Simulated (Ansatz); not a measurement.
Input file:

```
crystal:
  lattice:
    - [0.0, 2.1267565393, 3.5617636578]
    - [1.2279212043, 0.0, 3.5617636578]
    - [1.2279212043, 2.1267565393, 0.0]
  atoms:
    - { symbol: C, position: [0.1667039277, 0.8332960723, 0.1667039277] }
    - { symbol: C, position: [0.8332960723, 0.1667039277, 0.8332960723] }
basis:
  ecutwfc: 500
kpoints:
  mp_grid: { grid: [14, 14, 14] }
hamiltonian:
  xc: r2scan
scf:
  occupations: { method: gaussian, width: 0.05 }
output:
  forces: true
  stress: true
  eigenvalues: true
  write_density: true
  write_potential: true
  elf: true
  volumetric_format: npy
```

Run with:

```sh
ansatz run input.yaml --threads 1 --pin off --max-ram 2560MiB --backend cpu --events-out ev --progress --plain --runs-dir out
```

Below, planes, directions and counts refer to the conventional cell (a = 2.46 Å, b = 4.25 Å, c = 7.12 Å, α = 90.00°, β = 90.00°, γ = 90.00°).

Space group Fmmm.

All numbers below come from Ansatz, DFT r2SCAN, scalar-relativistic, plane waves, PAW.

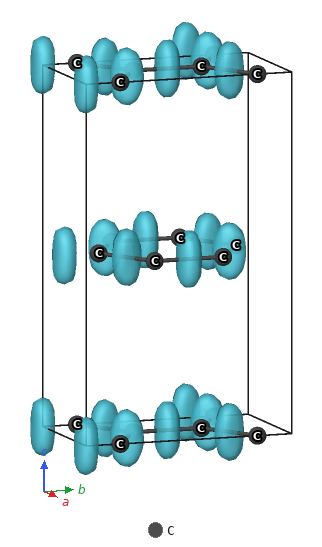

C. Isosurface of the electron localisation function at 0.85 (cyan), seen slightly off an axis. Core shells and regions of very low density are left out. Sticks mark near contacts.

**Identify the bonds, lone pairs and shells in this picture.**

The ELF exceeds this value in twelve regions between bonded C–C atoms (shared pairs), counted in one cell of 8 atoms. Any copies at cell faces, edges or corners count once.

Values along the shortest contacts:
C–C (1.42 Å): the ELF peaks at about 0.95 between the atoms: localised, covalent bonding.
